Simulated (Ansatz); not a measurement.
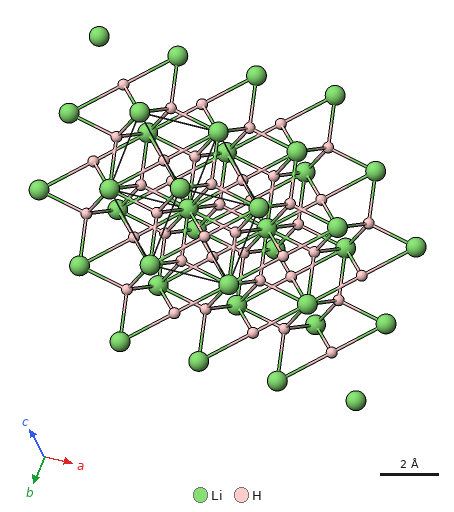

This is the input geometry for a relaxation of crystalline LiH₃ (built on the TiAl3 (D0_22)_139 type). The picture is a ball-and-stick view of the cell of the calculation, repeated 3 × 2 × 2 with one cell outlined, seen from a free direction.

Case: TiAl3 (D0_22) type (I4/mmm, No. 139).

Level of theory: DFT PBE, scalar-relativistic, plane waves, PAW (Ansatz).

The input:
```yaml
crystal:
  lattice:
    - [-1.521933376, 1.521933376, 2.2170008744]
    - [1.521933376, -1.521933376, 2.2170008744]
    - [1.521933376, 1.521933376, -2.2170008744]
  atoms:
    - { symbol: Li, position: [0.0, 0.0, 0.0] }
    - { symbol: H, position: [0.5, 0.5, 0.0] }
    - { symbol: H, position: [0.25, 0.75, 0.5] }
    - { symbol: H, position: [0.75, 0.25, 0.5] }
basis:
  ecutwfc: 420
kpoints:
  mp_grid: { grid: [22, 22, 22] }
hamiltonian:
  xc: pbe
scf:
  occupations: { method: gaussian, width: 0.1 }
output:
  forces: true
  stress: true
  eigenvalues: true
relax:
  adjacent_minimum: "off"
  f_tol: 0.01
  max_steps: 80
  cell: { stress_tol: 0.05 }
```

Command:
```bash
ansatz run input.yaml --threads 1 --pin off --max-ram 2560MiB --backend cpu --events-out ev --progress --plain --runs-dir out
```

**What does the optimiser find from here?**

No atom moves by more than 0.005 Å relative to the cell. The drawn cell changes at constant volume: a = b = c 3.090 → 3.074 Å (−0.5 %), α 121.0° → 120.0°, β 121.0° → 120.0°, γ 88.3° → 90.0°. Among the contacts that change: Li1–H2 2.152 → 2.174 Å. The space group (tolerance 0.01 Å) goes from I4/mmm (No. 139) to Fm-3m (No. 225). Over 4 accepted moves (6 points after the start) the energy falls by 0.3 meV per atom. All forces vanish by symmetry, so only the cell relaxes. The pressure goes from 0.01 to 0.00 GPa. At 2 points the geometry stayed and the basis and grid were re-selected for the new cell (energy shift of less than 0.05 meV per atom at most each time). The run took 31 s on 1 thread of Intel(R) Xeon(R) 6975P-C (Granite Rapids) (shared host), peak memory 0.51 GiB.

History of the run:

| step | E − E(0), meV/atom | pressure, GPa | volume, Å³/atom | note |
| --- | --- | --- | --- | --- |
| 0 | 0.00 | 0.01 | 5.135 |  |
| 1 | -0.20 | 0.00 | 5.136 |  |
| 2 | -0.28 | 0.02 | 5.135 |  |
| 3 | -0.28 | -0.02 | 5.138 |  |
| 4 | -0.30 | -0.02 | 5.138 | same geometry, new basis |
| 5 | -0.31 | 0.00 | 5.137 |  |
| 6 | -0.30 | 0.00 | 5.137 | same geometry, new basis |

The structure at the end:

```xyz
4
Lattice="-1.5372 1.5372 2.1737 1.5372 -1.5372 2.1737 1.5372 1.5372 -2.1737" Properties=species:S:1:pos:R:3 pbc="T T T"
Li    1.5372    1.5372    2.1737
H     1.5372    1.5372    0.0000
H     1.5372    0.0000    1.0868
H     0.0000    1.5372    1.0868
```

The end point in the same view:

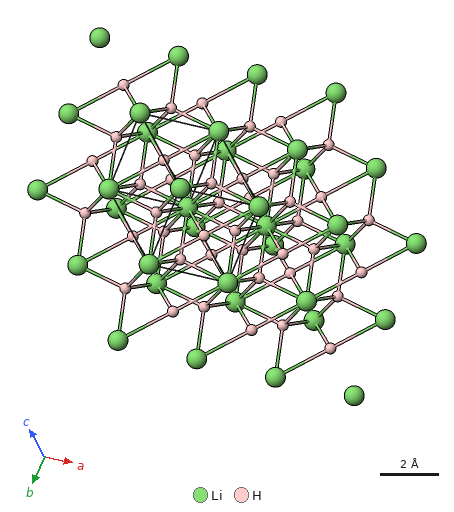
